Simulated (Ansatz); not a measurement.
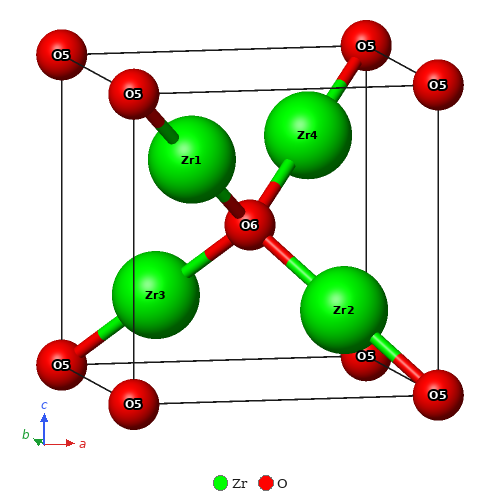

The system is Zr₂O (Pn-3m, No. 224; 6 atoms in the cell); the picture shows the reference structure. The cell is strained homogeneously, by one strain along x and y and another along z, with fractional coordinates fixed (x, y and z along the cube axes). First axis: strain along x and y. Second axis: strain along z. The scan uses a 5 × 5 grid. Energies are in meV/atom, from the lowest grid point. All numbers below come from Ansatz, DFT PBEsol, scalar-relativistic, plane waves, PAW. Settings: cutoff 420 eV, k-mesh 10×10×10, gaussian smearing 0.15 eV, no spin polarisation.

Its coordinates:

```yaml
crystal:
  lattice:
    - [4.80029, 0.00000, 0.00000]
    - [0.00000, 4.80029, 0.00000]
    - [0.00000, 0.00000, 4.80029]
  atoms:
    - { symbol: Zr, position: [0.25000, 0.25000, 0.75000] }
    - { symbol: Zr, position: [0.75000, 0.25000, 0.25000] }
    - { symbol: Zr, position: [0.25000, 0.75000, 0.25000] }
    - { symbol: Zr, position: [0.75000, 0.75000, 0.75000] }
    - { symbol: O, position: [0.00000, 0.00000, 0.00000] }
    - { symbol: O, position: [0.50000, 0.50000, 0.50000] }
```

Range: strain along x and y from −3.0 to 3.0 %; strain along z from −3.0 to 3.0 %.

**What will the energy surface look like?**

The lowest grid point is at strain along x and y = 0.0 %, strain along z = 0.0 %. No other kind of well shows on this grid. The highest grid point, strain along x and y = −3.0 %, strain along z = −3.0 %, lies 72.7 meV/atom above the lowest. Round the minimum the valley is strongly tilted: raising strain along x and y shifts the best value of strain along z downwards (coupling k₁₂/√(k₁₁k₂₂) about 0.8).

| strain along z ↓, strain along x and y → | −3.0 | −1.5 | 0.0 | 1.5 | 3.0 |
| --- | --- | --- | --- | --- | --- |
| 3.0 | 15.1 | 4.1 | 8.9 | 28.1 | 60.4 |
| 1.5 | 21.4 | 3.7 | 2.3 | 15.8 | 43.0 |
| 0.0 | 33.1 | 8.0 | 0.0 | 7.5 | 29.3 |
| −1.5 | 50.1 | 17.4 | 2.3 | 3.5 | 19.5 |
| −3.0 | 72.7 | 31.7 | 9.2 | 3.7 | 13.6 |

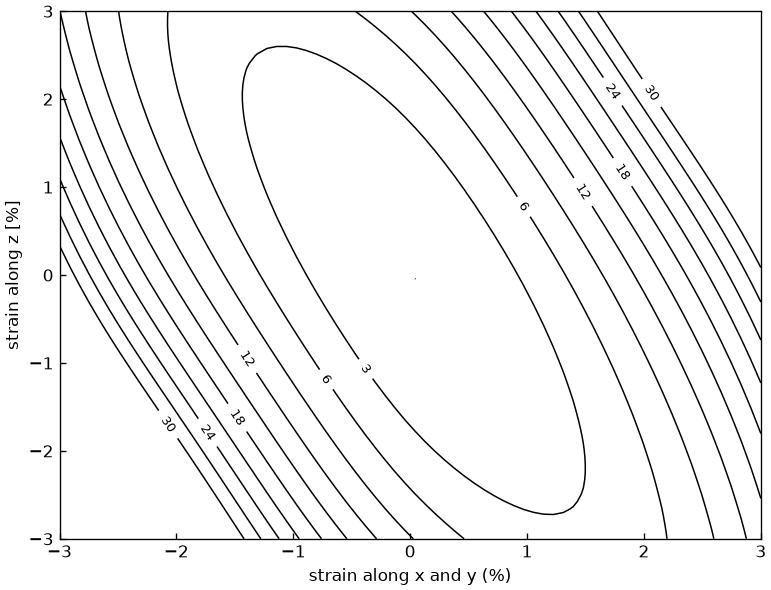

Drawn: contour lines labelled in meV/atom (none above 30). Between grid points the surface is interpolated.
